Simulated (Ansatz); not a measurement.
## Electronic structure of Ta7N8 in real space

Input file:

```
crystal:
  lattice:
    - [0.0, 4.41, 4.41]
    - [4.41, 0.0, 4.41]
    - [4.41, 4.41, 0.0]
  atoms:
    - { symbol: Ta, position: [0.0, 0.0, 0.5] }
    - { symbol: Ta, position: [0.0, 0.5, 0.0] }
    - { symbol: Ta, position: [0.0, 0.5, 0.5] }
    - { symbol: Ta, position: [0.5, 0.0, 0.0] }
    - { symbol: Ta, position: [0.5, 0.0, 0.5] }
    - { symbol: Ta, position: [0.5, 0.5, 0.0] }
    - { symbol: Ta, position: [0.5, 0.5, 0.5] }
    - { symbol: "N", position: [0.25, 0.25, 0.25] }
    - { symbol: "N", position: [0.25, 0.25, 0.75] }
    - { symbol: "N", position: [0.25, 0.75, 0.25] }
    - { symbol: "N", position: [0.25, 0.75, 0.75] }
    - { symbol: "N", position: [0.75, 0.25, 0.25] }
    - { symbol: "N", position: [0.75, 0.25, 0.75] }
    - { symbol: "N", position: [0.75, 0.75, 0.25] }
    - { symbol: "N", position: [0.75, 0.75, 0.75] }
scf:
  occupations: { method: gaussian, width: 0.2 }
output:
  forces: true
  stress: true
  eigenvalues: true
  write_density: true
  write_potential: true
  elf: true
  volumetric_format: npy
kpoints:
  mp_grid: { grid: [12, 12, 12] }
hamiltonian:
  xc: pbesol
relax:
  f_tol: 0.003
  max_steps: 60
  cell: { stress_tol: 0.05 }
```

Run with:

```sh
ansatz run input.yaml --threads 8 --pin off --max-ram 24576MiB --backend cpu --events-out ev --progress --plain --runs-dir out
```

Below, planes, directions and counts refer to the conventional cell (a = 8.65 Å, b = 8.65 Å, c = 8.65 Å, α = 90.00°, β = 90.00°, γ = 90.00°).

The fields are those of the run's last geometry, not of the input's.

Space group Fm-3m; a generated structure, not necessarily the stable one; computed without spin polarisation.

The calculation used DFT PBEsol, scalar-relativistic, plane waves, PAW (Ansatz 0.2.0).

Core electrons are frozen (PAW), and the valence fields are smoothed inside the atomic spheres.

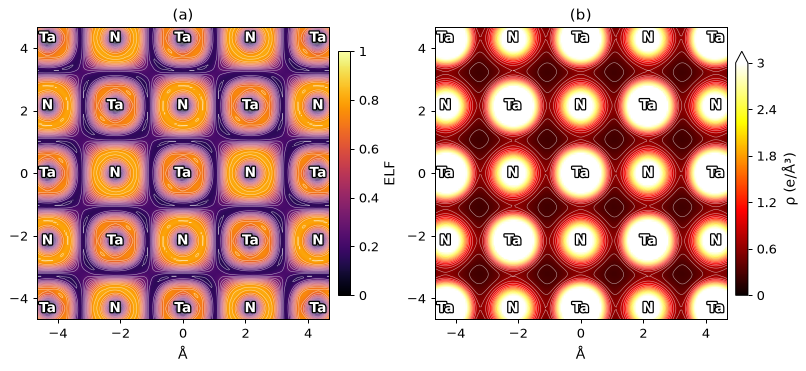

Figure 1. (a) ELF; (b) valence charge density (pseudo) on the (100) plane of the conventional cell.

**What do the fields say about this system?**

- The section cuts through Ta and N sites.
- Ta–N (2.16 Å): ρ at the midpoint is about 0.59 e/Å³; the ELF peaks at about 0.80 in the valence shell of N, 0.6 Å from its nucleus, and is about 0.15 at the midpoint (no localised pair shows between them).
- Ta–Ta (3.06 Å): ρ is about 0.25 e/Å³ halfway; the ELF is about 0.20 at the midpoint (no localised pair shows between them).
- Between the atoms the lowest density in this plane is 0.25 e/Å³.
- The features right at Ta lie inside the PAW spheres, where the map follows smoothed inner orbitals and isn't to be read closely.

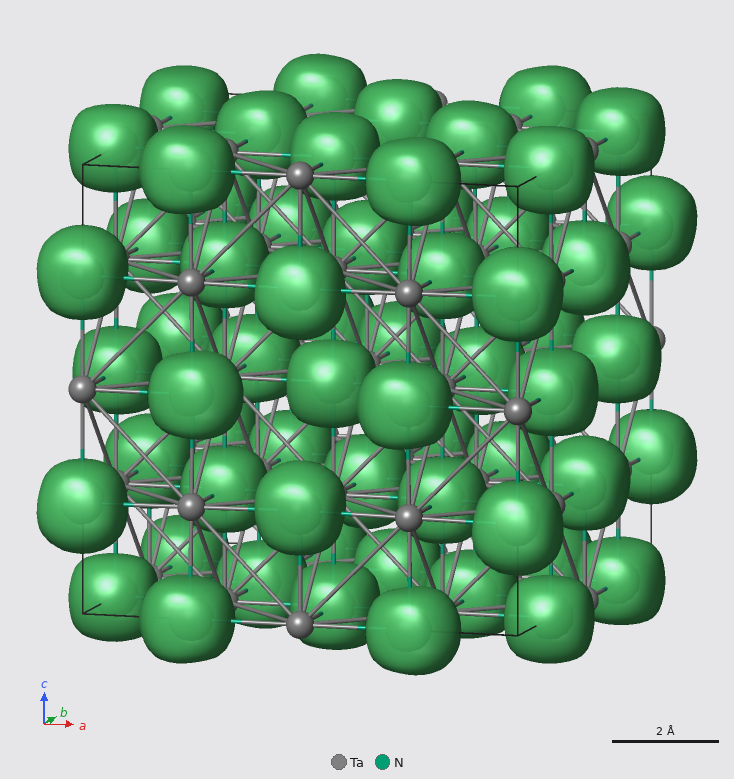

Figure 2. Isosurface of the ELF at 0.65 (green), seen slightly off an axis. Only the valence region is drawn (cores and ρ < 0.01 e/Å³ removed). Sticks mark near contacts.

**Describe the localisation domains.**

The surface consists of 32 regions wrapped around N (the valence shell of each), counted in one cell of 60 atoms. Any copies at cell faces, edges or corners count once.

**Does the calculation make it a metal, or give it a gap?**

It is metallic or semimetallic at this level of theory: no gap opens; semilocal functionals without U, or without the true magnetic order, often close the gap of such compounds.
